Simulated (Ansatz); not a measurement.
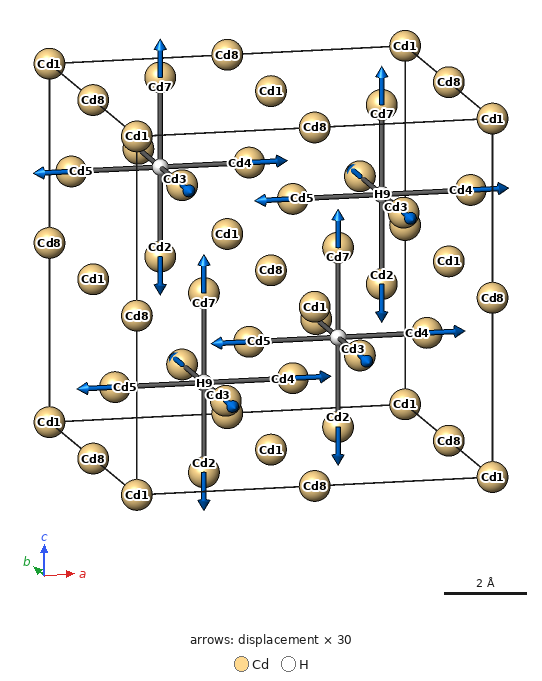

A relaxation of solid Cd8H (set up in Fm-3m) (coarse preliminary run). The starting structure is drawn; blue arrows show the displacements (the part carried along by the change of the cell is left out), magnified 30 times.

Style: ball-and-stick. Shown: the conventional cell (4 times the calculation's cell), slightly off an axis. Lengths and directions refer to the drawn axes.

Case: 1 H put on empty site 1 of 8 host cells, relaxed.

Theory: DFT PBE, scalar-relativistic, plane waves, PAW (Ansatz 0.2.0). (plane-wave cutoff 420 eV; k-point mesh 4 × 4 × 4; occupations gaussian; smearing width 0.1 eV; no spin polarisation; cell and atoms relaxed; force threshold 0.0325 eV/Å; at most 70 steps)

### Which element moves most?

Cadmium: up to 0.033 Å, against 0.000 Å for hydrogen.

### Describe the change and its energy.

Over 3 accepted moves (4 points after the start) the energy falls by 5.8 meV per atom. The largest force component goes from 0.25 to 0.0021 eV/Å. Pressure: 1.69 GPa at the start and 0.07 GPa at the end. The SCF was repeated once at an unchanged geometry on a basis and grid sized afresh for the cell, which shifted the energy by 0.2 meV per atom at most. The largest moves relative to the cell, 0.033 Å, are those of Cd atoms. H stays in place. Cell: a = b = c 9.000 → 9.089 Å (+1.0 %). Volume +3.0 %. Near-neighbour distances that change, for instance: Cd–H 2.250 → 2.305 Å. The space group stays Fm-3m (No. 225).
